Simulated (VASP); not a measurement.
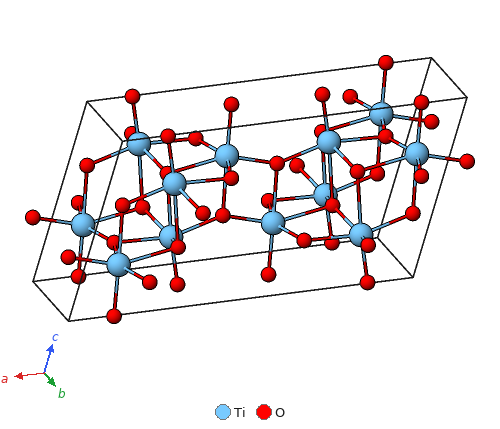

TiO2, space group C2/m (No. 12), a = 12.307 Å, b = 3.767 Å, c = 6.616 Å, α = 90.00°, β = 106.95°, γ = 90.00°

| site | Wyckoff | x | y | z |
| --- | --- | --- | --- | --- |
| Ti1 | 4i | 0.9001 | 0.0000 | 0.2896 |
| Ti2 | 4i | 0.6953 | 0.5000 | 0.2838 |
| O1 | 4i | 0.8619 | 0.5000 | 0.2934 |
| O2 | 4i | 0.7635 | 0.5000 | 0.6525 |
| O3 | 4i | 0.8672 | 0.0000 | 0.9953 |
| O4 | 4i | 0.9416 | 0.0000 | 0.6300 |

Source: a cell listed in the Materials Project, as set up for an electronic-structure calculation.

**Compute the Voronoi cell of each site (no radii): faces and volume.**

```
site  faces above 1 % of the sphere  volume (Å³)  solid angle by neighbour (%)
 Ti1                              6         8.03                         O 100
 Ti2                              6         8.08                         O 100
  O1                             14        13.17                    O 50 Ti 50
  O2                             15        12.12                    Ti 57 O 43
  O3                             15        17.62                    O 58 Ti 42
  O4                             15        14.34                    Ti 51 O 49
```

Weighted by multiplicity the volumes add up to the cell volume, 293.4 Å³.

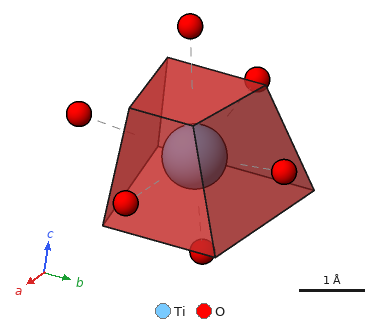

The computed Voronoi cell of Ti2, with the neighbours that bound it.
